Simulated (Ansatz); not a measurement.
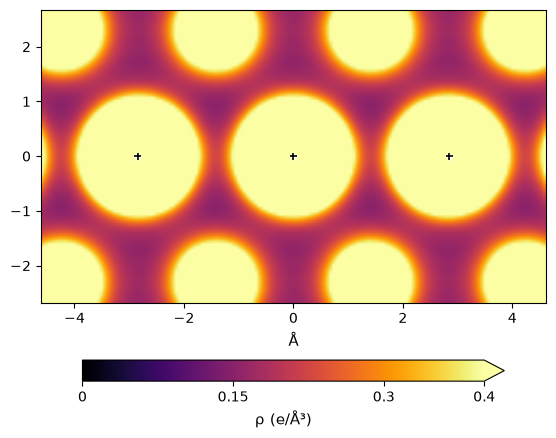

The valence electron density on a plane through atoms (crosses mark nuclei in the plane).

These are results of DFT r2SCAN, scalar-relativistic, plane waves, PAW (Ansatz 0.2.0), not measurements.

Candidates:
A. Ag, a = 2.84 Å, b = 2.84 Å, c = 4.65 Å, α = 90.00°, β = 90.00°, γ = 120.00°. Space group P6₃/mmc; changed on purpose from its base cell (volume × 0.94, shape and atoms relaxed); computed pressure about 8 GPa in this cell.
B. NaCl, a = 5.55 Å, b = 5.55 Å, c = 5.55 Å, α = 90.00°, β = 90.00°, γ = 90.00°. Space group Fm-3m; changed on purpose from its base cell (volume × 0.97).
C. Na₂S, a = 6.64 Å, b = 6.64 Å, c = 6.64 Å, α = 90.00°, β = 90.00°, γ = 90.00°. Space group Fm-3m; changed on purpose from its base cell (volume × 1.06).

Which candidate gave the map?

Answer. Candidate A: Ag on the (100) plane of the conventional cell, which holds Ag. Ag–Ag (2.84 Å): ρ is about 0.23 e/Å³ halfway.
